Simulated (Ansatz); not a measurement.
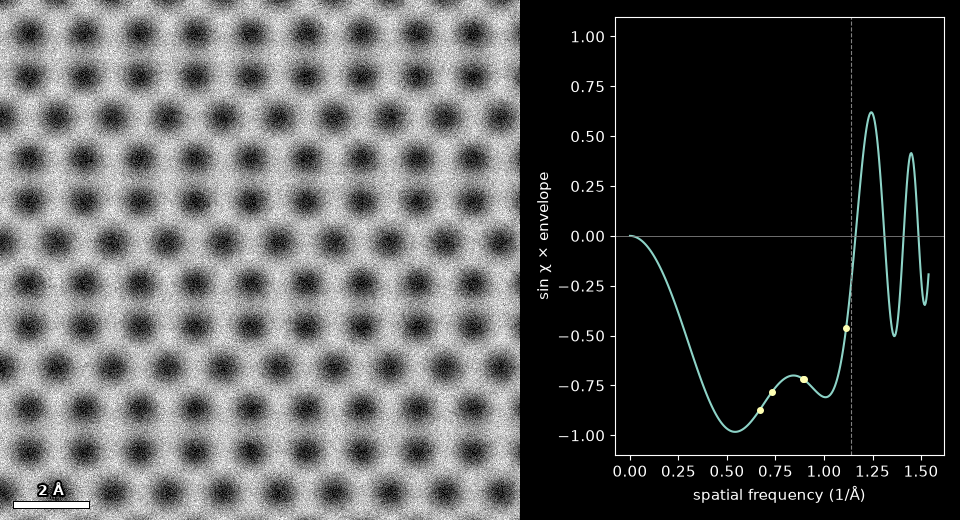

HRTEM-like image of Ni (P6/mmm, No. 191) along [102]. Simulated in the weak-phase-object approximation with neutral-atom potentials: 200 kV, Cs = 20 µm, defocus −85 Å (negative is underfocus), defocus spread 8 Å, aperture 1.14 1/Å. Shot noise was added. Atomic positions: the geometry relaxed with Ansatz 0.2.0, DFT, LDA (PW92), plane waves (420 eV) with PAW, scalar-relativistic; the starting structure was generated, so it need not be a known form of this composition.

The plot gives the contrast transfer function, the aperture (dashed) and the crystal's spatial frequencies that carry visible contrast (dots).

Question: Do the atom columns appear dark or bright, and why?

Answer: Dark. With positive Cs and underfocus sin χ is negative over the pass band, so the strongest columns (Ni) come out darker than the background.

Question: What point resolution do these settings give, and which lattice spacings pass?

Answer: About 0.9 Å (0.66 |Cs|^(1/4) λ^(3/4) with λ = 0.0251 Å). The spacings that carry visible contrast are {111} at 1.49 Å, {201} at 1.37 Å, {300} at 1.12 Å, {211} at 1.12 Å, {221} at 0.90 Å.
